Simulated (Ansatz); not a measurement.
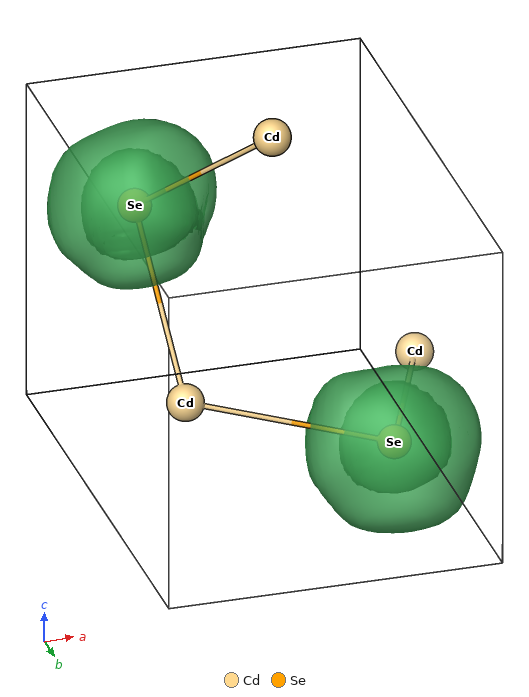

Figure. CdSe. Isosurface of the electron localisation function at 0.75 (green), seen at an oblique angle. Core shells and regions of very low density are left out. Sticks mark near contacts.

Space group P2₁; a structure from a database of computed crystals, not necessarily the ambient phase; not relaxed (largest force 0.9 eV/Å).

The calculation used DFT PBEsol, scalar-relativistic, plane waves, PAW (Ansatz 0.2.0).

Core electrons are frozen (PAW), and the valence fields are smoothed inside the atomic spheres.

Q: Where are the electrons localised?

A: At this value the surface marks out two regions wrapped around Se (the valence shell of each), counted in one cell of 4 atoms. Regions shared between cells count once. Profiles from the grid: Cd–Se (2.53 Å): the ELF is about 0.40 at the midpoint. Cd–Se (2.70 Å): the ELF is about 0.40 at the midpoint and 0.15 at its lowest between the atoms.
